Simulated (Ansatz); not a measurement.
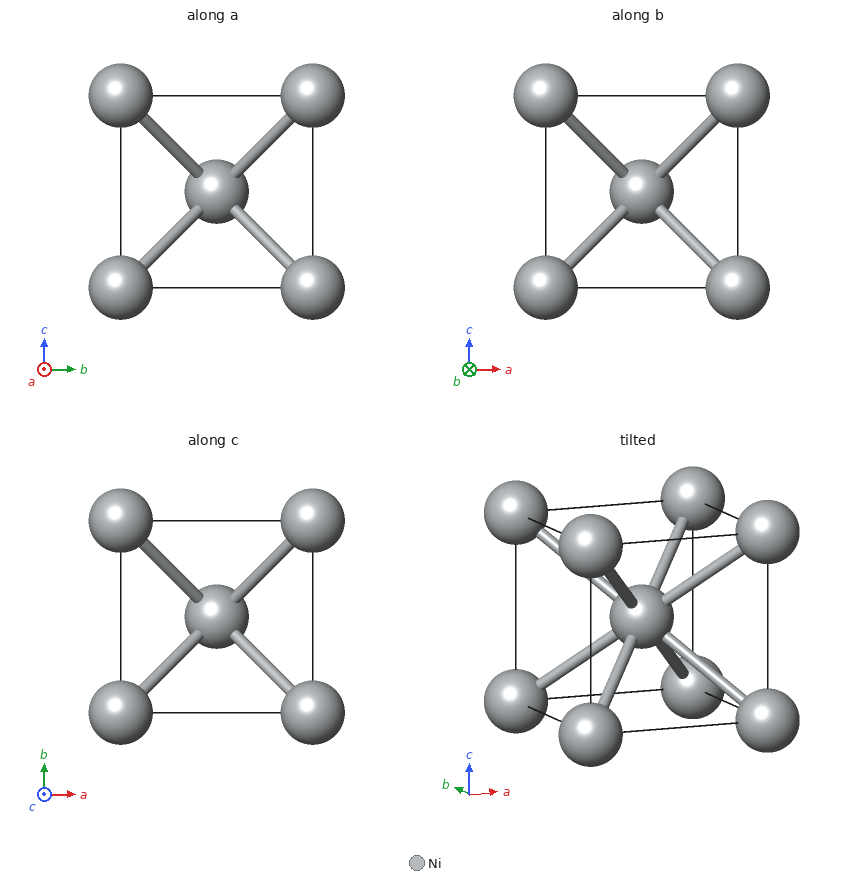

We look at a ball-and-stick model of the crystal along the a axis, along the b axis, along the c axis and slightly off an axis. The conventional unit cell is drawn as a box.

Lattice parameters: a = 2.7537 Å, b = 2.7537 Å, c = 2.7537 Å, α = 90.000°, β = 90.000°, γ = 90.000°.

Q: Put the structure into a CIF in P1 with every atom of the cell.

A:
```cif
data_structure
_symmetry_space_group_name_H-M 'P 1'
_symmetry_Int_Tables_number 1
_cell_length_a 2.7537
_cell_length_b 2.7537
_cell_length_c 2.7537
_cell_angle_alpha 90.000
_cell_angle_beta 90.000
_cell_angle_gamma 90.000
_cell_volume 20.88
loop_
_atom_site_label
_atom_site_type_symbol
_atom_site_fract_x
_atom_site_fract_y
_atom_site_fract_z
_atom_site_occupancy
Ni1 Ni 0.0000 0.0000 0.0000 1
Ni2 Ni 0.5000 0.5000 0.5000 1
```

It derives from a structure type filled with this element by a generator (whether the element takes this form wasn't checked). It was relaxed with DFT, r2SCAN, plane waves (500 eV) with PAW, scalar-relativistic in Ansatz 0.2.0.
